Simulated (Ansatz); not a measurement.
**Mending a single-point calculation on C6H**

System: C6H (slab, 14 atoms in the cell).
Method of run A: DFT, PBE, plane waves, PAW, PAW set soft_1 (Ansatz 0.2.0).

The structure derives from a Materials Project entry. Text and figures count atoms from 1; the logs count them from 0 in places.

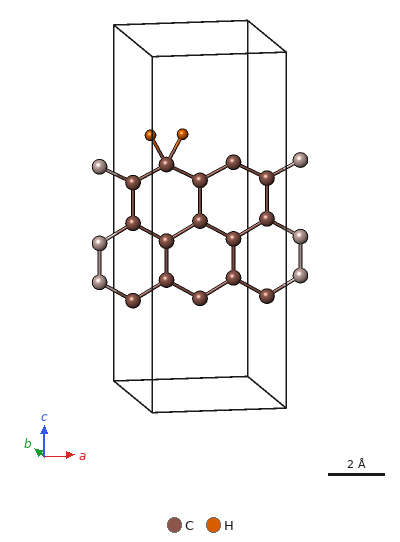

**Figure 1.** The input geometry (ball-and-stick view of the cell of the calculation, with the vacuum cut short, seen slightly off an axis; neighbours outside the cell are drawn fainter). An atom can appear more than once, as a periodic image.

The input, run A:
```yaml
crystal:
  lattice:
    - [4.9326910638, 0.0, 0.0]
    - [0.0, 8.5222964205, 0.0]
    - [0.0, 0.0, 22.9416055954]
  atoms:
    - { symbol: C, position: [0.0, 0.0, 0.174355713] }
    - { symbol: C, position: [0.5, 0.0, 0.174355713] }
    - { symbol: C, position: [0.25, 0.0, 0.2053898368] }
    - { symbol: C, position: [0.75, 0.0, 0.2053898368] }
    - { symbol: C, position: [0.25, 0.0, 0.2674580844] }
    - { symbol: C, position: [0.75, 0.0, 0.2674580844] }
    - { symbol: C, position: [0.0, 0.0, 0.2977124344] }
    - { symbol: C, position: [0.5, 0.0, 0.2977124344] }
    - { symbol: C, position: [0.0, 0.0, 0.3626190265] }
    - { symbol: C, position: [0.5, 0.0, 0.3626190265] }
    - { symbol: C, position: [0.25, 0.0, 0.3897550046] }
    - { symbol: C, position: [0.75, 0.0, 0.3897550046] }
    - { symbol: H, position: [0.1302884688, 0.0, 0.4372669364] }
    - { symbol: H, position: [0.3697115312, 0.0, 0.4372669364] }
basis:
  ecutwfc: 420
kpoints:
  mp_grid: { grid: [6, 3, 1] }
hamiltonian:
  xc: pbe
  pseudopotentials: { kind: paw, azcp: { folder: soft_1 } }
scf:
  occupations: { method: gaussian, width: 0.1 }
  max_iter: 75
output:
  forces: true
  eigenvalues: true
efield:
  axis: 3
  dipole_correction: true
  ramp_width: 0.04
magnetization:
  spin_polarized: many
```

Command:
```bash
ansatz run input.yaml --threads 1 --pin off --max-ram 3072MiB --backend cpu --events-out ev --progress --plain --runs-dir out
```

Hardware: 1 thread of Arm Neoverse V2, 24 GiB of memory available, shared host.

Output (run A):
```
Error: YAML parse error: error: line 39 column 19: invalid boolean (strict mode expects true/false)
  --> <input>:39:19
   |
37 |   ramp_width: 0.04
38 | magnetization:
39 |   spin_polarized: many
   |                   ^ invalid boolean (strict mode expects true/false)
```

> Diagnose this run and give a change of the input that cures it.

This input holds a deliberate fault: a value of the wrong type (`magnetization.spin_polarized`). The program refused the input: “YAML parse error: error: line 39 column 19: invalid boolean (strict mode expects true/false) --> <input>:39:19 | 37 | ramp_width: 0.04 38 | magnetization: 39 | spin_polarized: many | ^ invalid boolean (strict mode expects true/false)”

A run of the same system that converges differs from this input as follows (lines with − go, lines with + come):
```diff
-  max_iter: 75
-magnetization:
-  spin_polarized: many
```

Output, shortened to warnings, some set-up lines, iterations and results (run B):
```
Basis set: ecut = 420 eV, 18909 PW (Γ), exchange–correlation on 72×120×320 points (8 copies of the dense FFT grid, shifted against one another)
Symmetry: 4 space group operations
k-points: 8 of 18
Initial density: superposition of atomic densities (neutral atoms: chi_scale 0, normalization atom)
[...]
SCF iter   1: F=—  HF=-3038.254144 eV  |F-HF|=—  |Δ(HF+E_count)|=         —  Δρ=4.48e-2  dr2=2.36e1  ethr=3.10e-3  p=-0.000 e·Å  D=-1.78e-7 V/Å  ΔV_dip=0.00 eV  …
SCF iter   2: F=—  HF=-3031.433655 eV  |F-HF|=—  |Δ(HF+E_count)|=    6.82e0  Δρ=1.85e-2  dr2=8.87e0  ethr=3.10e-3  p=1.010 e·Å  D=1.89e-1 V/Å  ΔV_dip=-4.35 eV  …
SCF iter   3: F=—  HF=-3030.371074 eV  |F-HF|=—  |Δ(HF+E_count)|=    1.06e0  Δρ=8.83e-3  dr2=2.08e0  ethr=3.10e-3  p=0.588 e·Å  D=1.10e-1 V/Å  ΔV_dip=-2.53 eV  …
SCF iter   4: F=—  HF=-3030.283647 eV  |F-HF|=—  |Δ(HF+E_count)|=   8.74e-2  Δρ=7.33e-3  dr2=1.97e0  ethr=3.10e-3  p=0.593 e·Å  D=1.11e-1 V/Å  ΔV_dip=-2.55 eV  …
SCF iter   5: F=—  HF=-3030.210386 eV  |F-HF|=—  |Δ(HF+E_count)|=   7.33e-2  Δρ=5.79e-3  dr2=9.81e-1  ethr=3.10e-3  p=0.567 e·Å  D=1.06e-1 V/Å  ΔV_dip=-2.44 eV  …
[... 7 lines ...]
SCF iter  13: F=—  HF=-3030.144151 eV  |F-HF|=—  |Δ(HF+E_count)|=   6.24e-6  Δρ=2.38e-5  dr2=1.21e-5  ethr=3.83e-7  p=0.441 e·Å  D=8.28e-2 V/Å  ΔV_dip=-1.90 eV  …
SCF iter  14: F=—  HF=-3030.144275 eV  |F-HF|=—  |Δ(HF+E_count)|=   1.24e-4  Δρ=1.19e-5  dr2=1.70e-6  ethr=2.42e-8  p=0.441 e·Å  D=8.28e-2 V/Å  ΔV_dip=-1.90 eV  …
SCF iter  15: F=—  HF=-3030.144276 eV  |F-HF|=—  |Δ(HF+E_count)|=   1.17e-6  Δρ=5.43e-6  dr2=8.76e-7  ethr=3.41e-9  p=0.441 e·Å  D=8.27e-2 V/Å  ΔV_dip=-1.90 eV  …
SCF iter  16: F=-3030.144276 eV  HF=-3030.144276 eV  |F-HF|=1.03e-7  |Δ(HF+E_count)|=   1.33e-7  Δρ=2.01e-6  dr2=6.54e-8  ethr=2.00e-10  p=0.441 e·Å  D=8.27e-2 V/Å  …
SCF 1 converged in 16 iterations: F = -3030.144276 eV  dr2 = 6.54e-8
SCF converged after 16 iterations
Free energy (F): -3030.144276 eV
Harris-Foulkes:  -3030.144276 eV  (|F-HF|=1.03e-7)
Internal energy: -3030.095518 eV  (E = F + TS)
E sigma→0 (E₀):  -3030.119897 eV
Entropy (-TS):   -0.048758 eV (-3.483 meV/atom)
Fermi energy:    -3.691878 eV
Dipole field:    D = 0.082689 V/Å  (p = 0.440707 e·Å, saw-weighted, corrected)
Work function:   Φ+ = 4.1576 eV   Φ− = 6.0546 eV
Levels:          The Fermi level and band energies are counted from a zero that moves with the ramp; work functions are not
--- Per-component energies (eV) ---
  E_band       = -600.413701
  E_kinetic    = 1067.902568
  E_local      = -16592.586682  (includes V_loc(G=0)·N_el)
  E_nonlocal   = 286.251554
  E_hartree    = 7717.804612
  E_xc         = -573.124097
  E_vxc        = -705.828435  (∫ρ·V_xc dr)
  E_paw        = -1200.527787  (= ΣΔE_a)
  E_vpaw       = -93.379812  (= ΣTr[D̂ρ^β])
  E_aug_tail   = -0.001335  (compensation charges beyond the density's cutoff)
  E_efield     = 0.018221  (sawtooth field / dipole correction)
  E_vefield    = 1.625595  (∫n·V_field dr)
  E_ewald      = 6264.167430
  E_smearing   = -0.048758  (= −TS)
  E_closure    = 0.000000  (closes the sum)
  Σ components = -3030.144276   (vs F -3030.144276, Δ=0.00e0)
--- Forces (eV/Å), atoms counted from 1 ---
  atom   1  C     -0.25996629     0.00000000     2.12612436
  atom   2  C      0.25996629     0.00000000     2.12612436
  atom   3  C      0.00000000     0.00000000    -3.92049121
  atom   4  C      0.00000000     0.00000000    -3.12525215
  atom   5  C      0.00000000     0.00000000     1.22569764
  atom   6  C      0.00000000     0.00000000     1.38497527
  atom   7  C      0.28988603     0.00000000     0.59620209
  atom   8  C     -0.28988603     0.00000000     0.59620209
  atom   9  C     -1.69512560     0.00000000    -2.59817600
  atom  10  C      1.69512560     0.00000000    -2.59817600
  atom  11  C      0.00000000     0.00000000     0.95791217
  atom  12  C      0.00000000     0.00000000     2.92699118
  atom  13  H      0.86855717     0.00000000     0.15092801
  atom  14  H     -0.86855717     0.00000000     0.15092801
  max |Σ_I F_I| component: 1.01e-5 eV/Å
```

The two runs side by side:

| quantity | run A | run B |
| --- | --- | --- |
| outcome | refused | converged |
| free energy per atom (eV) | – | −216.4389 |
| gap on the mesh (eV) | – | 0.00 |
| work function (eV) | – | 4.16 |
| largest force (eV/Å) | – | 3.920 |
| SCF iterations | – | 16 |
| irreducible k-points | – | 8 |
| plane waves at Γ | – | 18909 |
